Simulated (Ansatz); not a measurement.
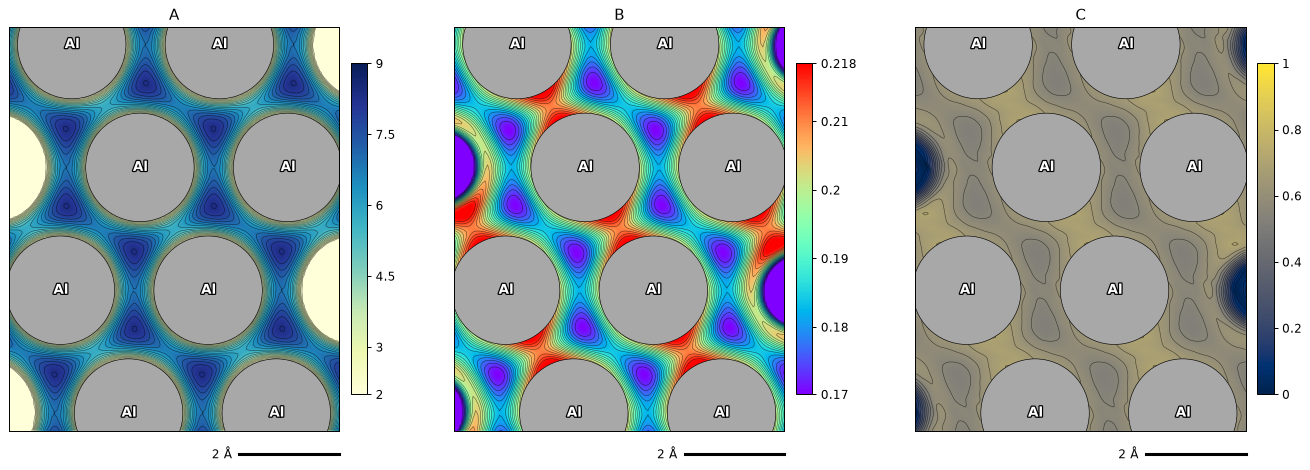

Al: 3 fields on the (010) plane of the calculation cell, with unlabelled colour scales. Grey discs cover the atomic cores.

Space group P-1; changed on purpose from its base cell (band edges of the strained film's bulk); computed pressure about −3 GPa in this cell.

Theory: DFT PBE, scalar-relativistic, plane waves, PAW in Ansatz 0.2.0.

Which field does each panel show? The fields are: electron localisation function, electrostatic potential energy of an electron and valence pseudo-density.

Answer. Panel A: electrostatic potential energy of an electron (low next to the atoms, rising into the space between them). Panel B: valence pseudo-density. Panel C: electron localisation function. From the grid: Al–Al (2.81 Å): the density is about 0.21 e/Å³ at the midpoint; the ELF peaks at about 0.70 between the atoms. Al–Al (2.96 Å): ρ is about 0.18 e/Å³ halfway; the ELF peaks at about 0.60 between the atoms.
